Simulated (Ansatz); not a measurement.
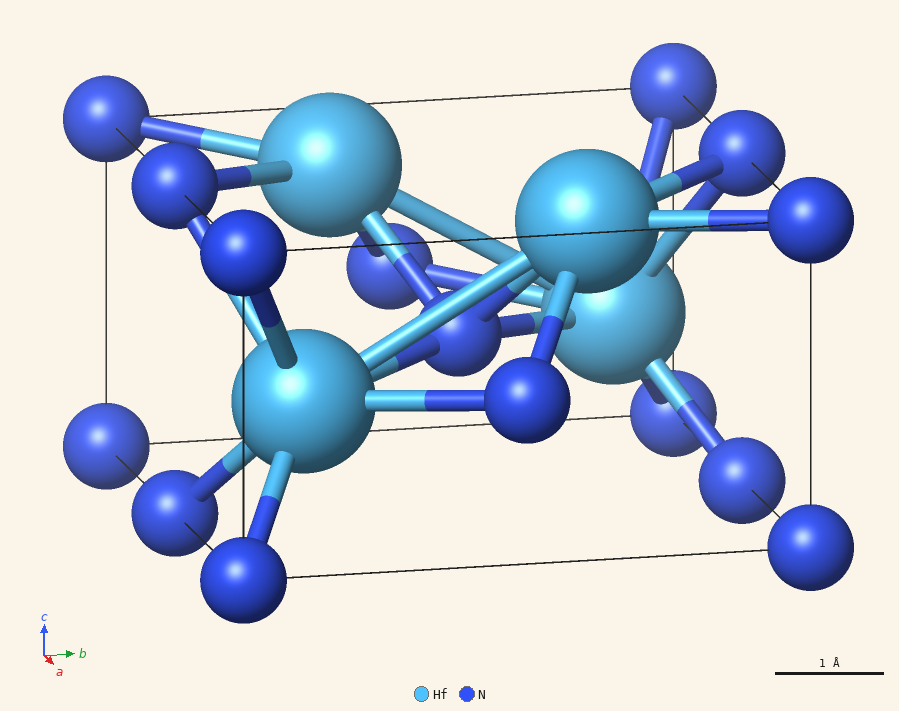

This ball-and-stick model is shown slightly off an axis. The wireframe shows the conventional unit cell.

HfN, space group Ama2 (No. 40), a = 5.43 Å, b = 5.45 Å, c = 3.14 Å, α = 90.00°, β = 90.00°, γ = 90.00°.

Calculation details: Ansatz 0.2.0, DFT r2SCAN, scalar-relativistic, plane waves, PAW; plane waves up to 500 eV, k-points about 0.13 Å⁻¹ apart, Gaussian smearing of 0.15 eV, no spin polarisation.

**Is the electronic structure metallic or gapped?**

A metal: bands cross the Fermi level.

**How far is the cell from zero pressure?**

The computed pressure is 6.4 GPa (compressed: it would expand). The stress isn't hydrostatic: its largest component is 7.6 GPa.

Starting structure: a structure listed in the Materials Project. The cell was then strained or its atoms displaced on purpose. It went into a calculation with Ansatz.

At this level of theory the run's own cell isn't at rest (compressed, at 6 GPa and forces up to 2.0 eV/Å), so its distances can differ from those at equilibrium, the more so the softer the solid.
